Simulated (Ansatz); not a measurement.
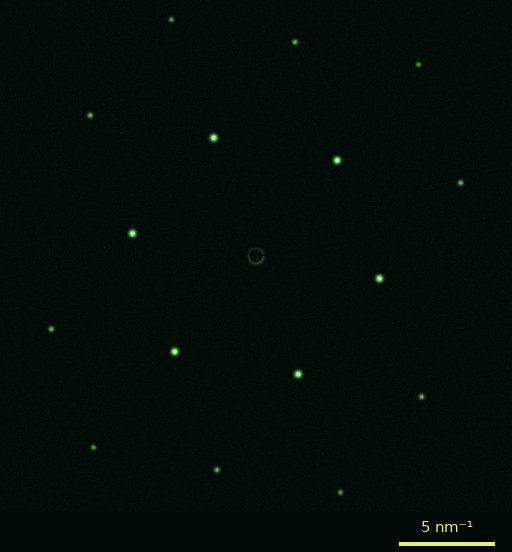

The pattern is a kinematic simulation for 300 kV electrons (no multiple scattering; isotropic B = 1 Å²).

Phase: Nb, space group Fm-3m (No. 225), a = 4.27 Å. Structure: the input geometry of an electronic-structure calculation (not necessarily at equilibrium); the starting structure was generated, so it need not be a known form of this composition.

Which low-index zone axis gives this pattern?

Answer. The spots form a hexagonal net with both shortest vectors at d = 1.51 Å, 60.0° apart. They index as -2 2 0 and -2 0 2, so the zone axis is [111] (or an equivalent direction of <111>).
